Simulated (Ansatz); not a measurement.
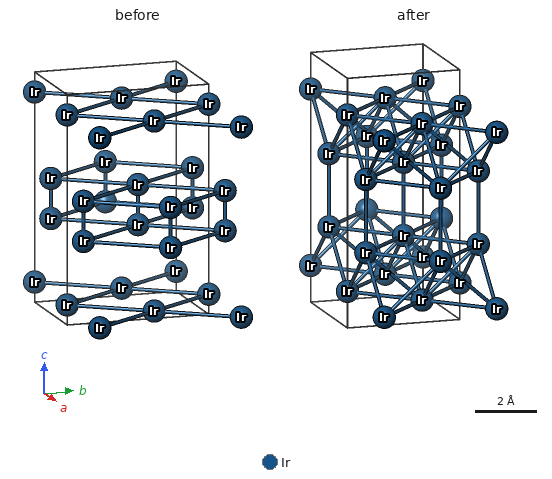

The structure of a crystal of Ir (built on the O_69 type) (coarse preliminary run) before (left) and after (right) a relaxation, at one scale.

A ball-and-stick model of the conventional cell (4 times the calculation's cell), repeated 2 × 1 × 1 with one cell outlined, seen slightly off an axis. Lengths and directions refer to the drawn axes.

Case: O type (Fmmm, No. 69).

The calculation used Ansatz, DFT PBE, scalar-relativistic, plane waves, PAW.

The input:
```yaml
crystal:
  lattice:
    - [0.0, 2.4626725258, 3.9084577817]
    - [1.7274522211, 0.0, 3.9084577817]
    - [1.7274522211, 2.4626725258, 0.0]
  atoms:
    - { symbol: Ir, position: [0.0871, 0.0871, 0.9129] }
    - { symbol: Ir, position: [0.9129, 0.9129, 0.0871] }
basis:
  ecutwfc: 420
kpoints:
  mp_grid: { grid: [6, 6, 6] }
hamiltonian:
  xc: pbe
scf:
  occupations: { method: gaussian, width: 0.1 }
  lower_state_search: "off"
output:
  forces: true
  stress: true
  eigenvalues: true
relax:
  adjacent_minimum: "off"
  f_tol: 0.04
  max_steps: 70
  cell: { stress_tol: 0.4 }
```

Summarise the run.

Answer. The largest moves relative to the cell, 0.50 Å, are those of Ir1 and Ir2. Ir1 goes along +c. The drawn cell changes as follows: a 3.455 → 3.905 Å (+13.0 %), b 4.925 → 3.911 Å (−20.6 %), c 7.817 → 8.479 Å (+8.5 %); the volume changes by −2.6 %. Some distances before and after: Ir1–Ir2 1.362 → 2.486 Å, Ir1–Ir2 (another image) 3.543 → 2.627 Å, Ir1–Ir2 (another image) 3.077 → 2.624 Å, Ir1–Ir1 3.008 → 2.764 Å. New bonds form: Ir1–Ir2 (3.54 → 2.63 Å). Among the angles between lasting bonds that change: Ir1–Ir1–Ir1 70.1° → 89.9°, Ir1–Ir1–Ir1 109.9° → 90.1°. The space group (tolerance 0.01 Å) goes from Fmmm (No. 69) to I4/mmm (No. 139). After 11 accepted moves (13 points after the start) the energy has fallen by 30523 meV per atom. The largest force component goes from 290 to 0.00033 eV/Å. The pressure goes from 651.74 to 0.03 GPa. The SCF was repeated twice at an unchanged geometry on a basis and grid sized afresh for the cell, which shifted the energy by 3.5 meV per atom at most.
